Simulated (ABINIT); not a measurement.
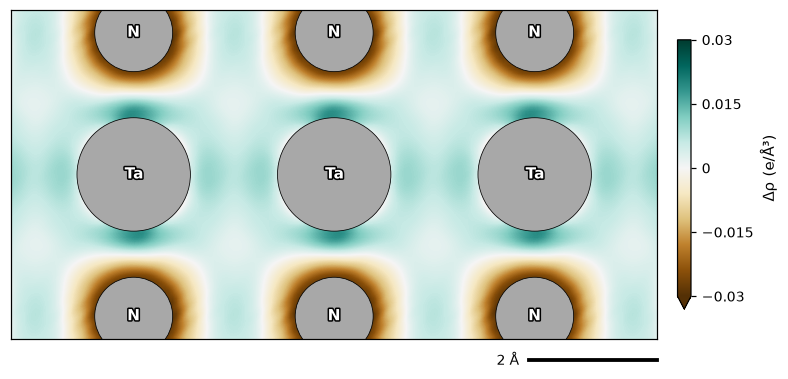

TaN. Difference of the valence pseudo-densities of two functionals at the same geometry, on the (011̄) plane of the calculation cell: one of PBEsol and r2SCAN less the other.

Both computed with ABINIT (plane waves, PAW), on the same k-point mesh. Grey discs cover the atomic cores.

Q: Which was subtracted from which, and what does the map show?

A: It is PBEsol less r2SCAN. Against r2SCAN, PBEsol gives more density around Ta (+0.009 e/Å³ on average at 1.2 Å from the nucleus), less density around N (−0.018 e/Å³ on average at 0.8 Å from the nucleus), less density in the space between the atoms (−0.002 e/Å³ on average) and a change of +0.014 e/Å³ at the midpoint of Ta–N and +0.007 e/Å³ at the midpoint of Ta–Ta.
